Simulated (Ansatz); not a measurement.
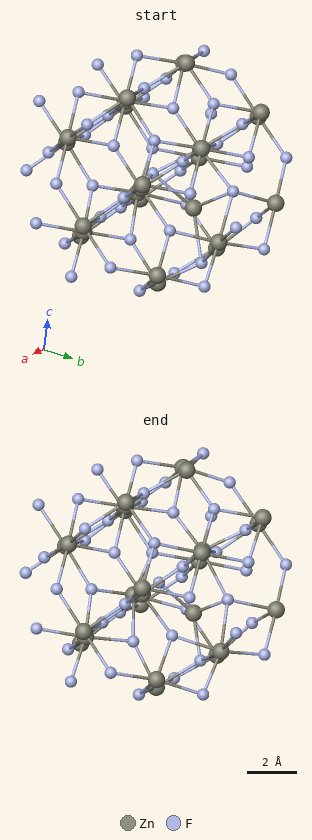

The structure of a defect cell of composition Zn17F32 (cell charge +1) before (top) and after (bottom) a relaxation, at one scale.

A ball-and-stick model of the atoms within 5.8 Å of the atom that moves most (axes of the cell of the calculation (origin shifted)), seen slightly off an axis.

Case: Zn interstitial, charge +1, atoms relaxed at the host's cell.

The calculation used Ansatz, DFT PBE, scalar-relativistic, plane waves, PAW. Set-up: plane-wave cutoff 420 eV; k-point mesh 2 × 2 × 2; occupations gaussian; smearing width 0.01 eV; mesh shifted by (0.5, 0.5, 0.5); collinear spin; atoms relaxed in a fixed cell; force threshold 0.025 eV/Å; at most 45 steps.

> Summarise the run.

The largest moves, 0.31 Å, are those of F atoms. By element the largest moves are F 0.31 Å, Zn 0.21 Å. The lattice vectors keep their values. Among the contacts that change: F–Zn 2.279 → 1.968 Å, F–Zn 2.035 → 2.168 Å, F–Zn 2.250 → 2.316 Å, F–Zn 2.203 → 2.264 Å. Bond angles that change, for instance: F–Zn–F 170.6° → 157.3°, F–Zn–F 98.0° → 85.7°, F–Zn–F 90.2° → 80.1°. The energy falls by 1.117 eV per cell of the calculation in 5 accepted moves (6 points after the start). The largest force component goes from 0.76 to 0.013 eV/Å. The line search rejected the trial step at point 3 of the run.

Limits of the set-up: the cell is charged, on a uniform background, and energies carry no finite-size correction.
